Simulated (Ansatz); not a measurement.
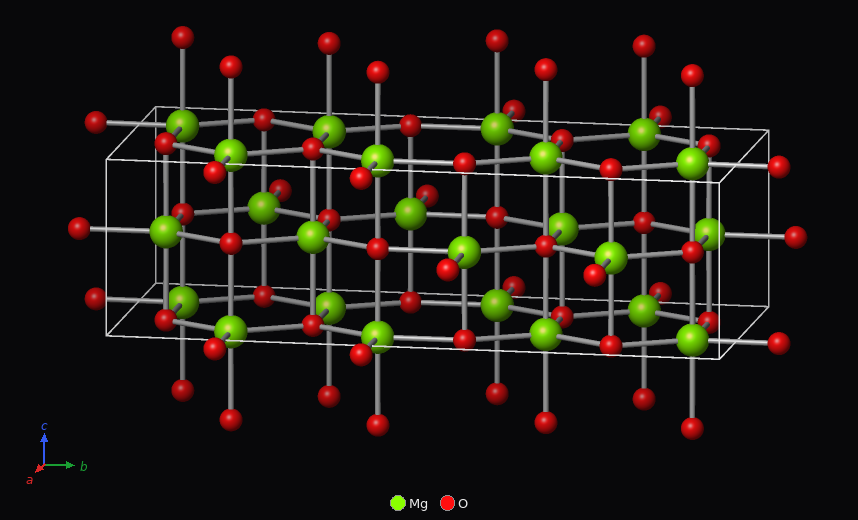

The image is a ball-and-stick drawing of a crystal, viewed slightly off an axis. The conventional unit cell is drawn as a box. A few atoms beyond the faces are included.

MgO, space group Ibam (No. 72), a = 6.123 Å, b = 14.403 Å, c = 4.159 Å, α = 90.00°, β = 90.00°, γ = 90.00°. The structure was taken from a structure listed in the Materials Project. Earlier steps of the study, as a rule a relaxation of our own, may have changed the cell and positions, so they can lie some per cent off the listed ones. It went into a calculation with Ansatz.

This one geometry was computed with Ansatz (DFT, plane waves, PAW) at four levels of theory: HSE06, PBE0, r2SCAN and PBE. It was relaxed beforehand with r2SCAN.

Question: Which level gives the highest pressure at this volume, and what does that say about its equilibrium volume?

Answer: Highest: PBE (4.2 GPa), which points to the largest equilibrium volume. Lowest, with the smallest volume: HSE06 (-0.1 GPa), PBE0 (-0.1 GPa) and r2SCAN (0.0 GPa). Levels within 0.5 GPa of each other can't be told apart.

Question: How does the band gap change with the level of theory?

Answer: PBE: a gap of 3.21 eV, direct; r2SCAN: a gap of 3.75 eV, direct; HSE06: a gap of 4.75 eV, direct; PBE0: a gap of 5.46 eV, direct.

Question: Collect the results in a table.

Answer:
| level | cutoff (eV) | k-mesh of the run's cell | gap (eV) | pressure (GPa) |
| --- | --- | --- | --- | --- |
| HSE06 | 420 | 4×4×4 | 4.75 | -0.1 |
| PBE0 | 420 | 4×4×4 | 5.46 | -0.1 |
| r2SCAN | 500 | 8×8×8 | 3.75 | 0.0 |
| PBE | 420 | 8×8×8 | 3.21 | 4.2 |

Gaps are taken on the k-mesh or band path of each run.
